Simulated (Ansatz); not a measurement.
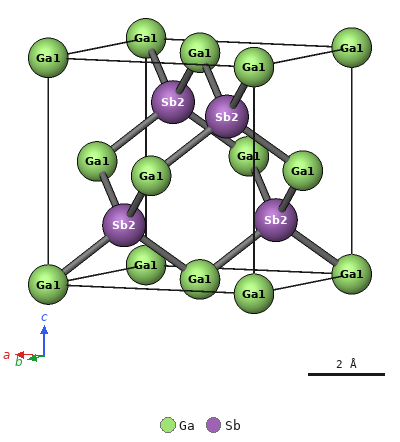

The structure (ball-and-stick view of the cell 4 times as large as that of the calculation, set on its symmetry axes, seen at an oblique angle; atoms are numbered from 1 in the order of the input).

# GaSb: a failed or faulty run and its cure

System: GaSb (F-43m, 2 atoms in the cell).
Method of the first run: DFT, PBE, all-electron LAPW (Ansatz 0.2.0).

The structure derives from an entry of the Crystallography Open Database. Text and figures count atoms from 1; the logs count them from 0 in places.

**Input, the first run**
```yaml
crystal:
  lattice:
    - [0.0, 3.0176570942, 3.0176570942]
    - [3.0176570942, 0.0, 3.0176570942]
    - [3.0176570942, 3.0176570942, 0.0]
  atoms:
    - { symbol: Ga, position: [0.0, 0.0, 0.0] }
    - { symbol: Sb, position: [0.75, 0.75, 0.75] }
kpoints:
  mp_grid: { grid: [12, 12, 12] }
scf:
  occupations: { method: fermi_dirac, width: 0.08 }
  max_iter: 100
hamiltonian:
  xc: pbe
  pseudopotentials: { kind: all_electron, lapw: { basis_error: 0.001 } }
output:
  forces: true
  stress: true
  eigenvalues: true
ENCUT: 400
```

Launched with:
```bash
ansatz run input.yaml --threads 1 --pin off --max-ram 2048MiB --backend cpu --events-out ev --progress --plain --runs-dir out
```

Hardware: 1 thread of Arm Neoverse V2, 24 GiB of memory available, shared host.

**Output (the first run)**
```
Error: YAML parse error: error: line 21 column 1: unknown field `ENCUT`, expected one of crystal, accuracy, basis, kpoints, hamiltonian, magnetization, projection, total_charge, correlation, batch, efield, external_charges, scf, relax, neb, saddle, md, ramp, phonons, dielectric, real_time, elastic, magnetic_configurations, gw, evaluate, workflow, output, checkpoint, execution
  --> <input>:21:1
   |
19 |   stress: true
20 |   eigenvalues: true
21 | ENCUT: 400
   | ^ unknown field `ENCUT`, expected one of crystal, accuracy, basis, kpoints, hamiltonian, magnetization, projection, total_charge, correlation, batch, efield, external_charges, scf, relax, neb, saddle, md, ramp, phonons, dielectric, real_time, elastic, magnetic_configurations, gw, evaluate, workflow, output, checkpoint, execution
```

Question: What went wrong, and how is the input to be mended?

Answer: A setting was made wrong on purpose: a keyword of another program (`ENCUT`). The program refused the input: “YAML parse error: error: line 21 column 1: unknown field `ENCUT`, expected one of crystal, accuracy, basis, kpoints, hamiltonian, magnetization, projection, total_charge, correlation, batch, efield, external_charges, scf, relax, neb, saddle, md, ramp, phonons, dielectric, real_time, elastic, magnetic_configurations, …”

A run of the same system that converges differs from this input as follows (lines with − go, lines with + come):
```diff
-  max_iter: 100
-ENCUT: 400
```

**Output, shortened to warnings, some set-up lines, iterations and results (the second run)**
```
Basis set: ecut = 287.67697951590105 eV, 609 PW (Γ), exchange–correlation at level 2
Symmetry: 24 space group operations
k-points: 72 of 1728 (time reversal used)
Initial density: superposition of atomic densities (chi_scale 0.1, normalization cell, long waves kept (reshape's long-wave potential 0.00 eV rms))
[...]
SCF iter   1: F=—  HF=-229268.363637 eV  |F-HF|=—  |Δ(HF+E_count)|=         —  Δρ=2.21e-2  dr2=3.13e-1  ethr=7.07e-4  ⟨swp⟩=2.6  Hψ=12520  notcnv=0
SCF iter   2: F=—  HF=-229268.309524 eV  |F-HF|=—  |Δ(HF+E_count)|=   5.41e-2  Δρ=1.01e-2  dr2=6.37e-2  ethr=7.07e-4  ⟨swp⟩=2.0  Hψ=5640  notcnv=0
SCF iter   3: F=—  HF=-229268.313051 eV  |F-HF|=—  |Δ(HF+E_count)|=   3.53e-3  Δρ=2.81e-3  dr2=5.43e-3  ethr=1.23e-5  ⟨swp⟩=2.0  Hψ=9658  notcnv=0
SCF iter   4: F=—  HF=-229268.300374 eV  |F-HF|=—  |Δ(HF+E_count)|=   1.27e-2  Δρ=4.79e-4  dr2=8.18e-5  ethr=1.23e-5  ⟨swp⟩=2.1  Hψ=5419  notcnv=0
SCF iter   5: F=—  HF=-229268.300522 eV  |F-HF|=—  |Δ(HF+E_count)|=         —  Δρ=9.85e-5  dr2=4.39e-6  ethr=1.86e-7  ⟨swp⟩=3.0  Hψ=5706  notcnv=0
SCF iter   6: F=—  HF=-229268.300531 eV  |F-HF|=—  |Δ(HF+E_count)|=   8.90e-6  Δρ=1.70e-5  dr2=2.42e-7  ethr=9.98e-9  ⟨swp⟩=3.0  Hψ=5704  notcnv=0
SCF iter   7: F=-229268.300531 eV  HF=-229268.300531 eV  |F-HF|=1.80e-8  |Δ(HF+E_count)|=   2.25e-7  Δρ=5.88e-6  dr2=1.81e-8  ethr=5.51e-10  ⟨swp⟩=3.0  Hψ=5704  notcnv=0
SCF 1 converged in 7 iterations: F = -229268.300531 eV  dr2 = 1.81e-8
SCF converged after 7 iterations
Free energy (F): -229268.300531 eV
Harris-Foulkes:  -229268.300531 eV  (|F-HF|=1.80e-8)
Internal energy: -229268.300101 eV  (E = F + TS)
E sigma→0 (E₀):  -229268.300316 eV
Entropy (-TS):   -0.000430 eV (-0.215 meV/atom)
Fermi energy:    10.634313 eV
--- Per-component energies (eV) ---
  E_band       = -1747.282960
  E_kinetic    = 239816.004545
  E_xc         = -6704.285265
  E_electrostatic = -462380.019381  (all electrons and nuclei)
  E_smearing   = -0.000430  (= −TS)
  E_closure    = 0.000000  (closes the sum)
  E_atoms      = -229261.009040  (free atoms, spherical and without spin; not in F)
  Σ components = -229268.300531   (vs F -229268.300531, Δ=0.00e0)
  Basis errors (estimates in eV, not in F): energy 4.4e-4 per atom: plane waves 4.0e-4 (2.3e-4 summed), levels above the bands 1.4e-39, relativity 3.5e-8, radial functions 4.3e-5, core shells 7.0e-8; eigenvalues (radial functions only) 1.0e-6; not estimated: angular momenta, meshes, grids; target …
--- Forces (eV/Å), atoms counted from 1 ---
  atom   1  Ga     0.00000000    -0.00000000     0.00000000
  atom   2  Sb    -0.00000000     0.00000000     0.00000000
  max |Σ_I F_I| component: 1.91e-17 eV/Å
--- Stress (GPa, compression-positive) ---
        4.820270       0.000000      -0.000000
        0.000000       4.820270       0.000000
       -0.000000       0.000000       4.820270
  P = ⅓ Tr σ = 4.8203 GPa (48.203 kbar)
```

**The two runs side by side**

```tsv
quantity	the first run	the second run
outcome	refused	converged
free energy per atom (eV)	–	−114634.1503
pressure (GPa)	–	4.82
volume per atom (Å³)	–	27.48
largest force (eV/Å)	–	0.000
SCF iterations	–	7
irreducible k-points	–	72
plane waves at Γ	–	609
```
